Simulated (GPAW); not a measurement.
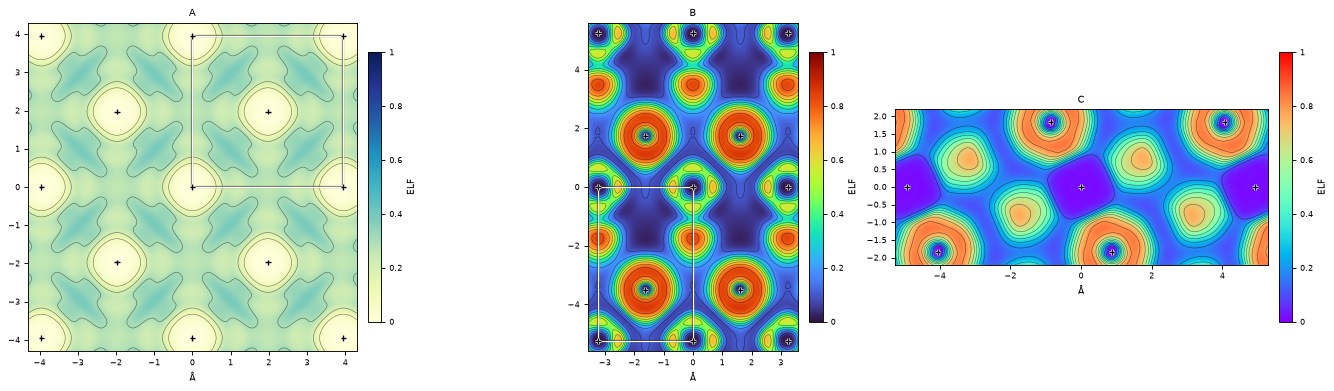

The ELF of 3 systems, each on a plane through atoms (crosses mark nuclei in the plane).

Theory: Kohn-Sham DFT of a periodic cell, LDA, GPAW PAW data sets (gpaw-data 1.2.1) in GPAW.

System 1: TiO, the (110) plane of the conventional cell. Space group P-6m2; computed pressure about −45 GPa in this cell.

System 2: Re, the (100) plane of the conventional cell. Space group Fm-3m; computed pressure about −25 GPa in this cell.

System 3: AlN, the (111) plane of the conventional cell. Space group P-1; a structure from a database of computed crystals, not necessarily the ambient phase; computed pressure about −10 GPa in this cell.

### Which map belongs to which system?

Panel A is system 2, Re: the plane holds Re. Re–Re (2.79 Å): the ELF is about 0.40 at the midpoint. Panel B is system 1, TiO: the plane holds Ti and O. Ti–O (2.38 Å): the ELF is about 0.10 at the midpoint (no shared electron pair shows on this line). Panel C is system 3, AlN: the plane holds Al and N. Al–N (2.04 Å): the ELF peaks at about 0.85 in the valence shell of N, 0.7 Å from its nucleus, and is about 0.65 at the midpoint.
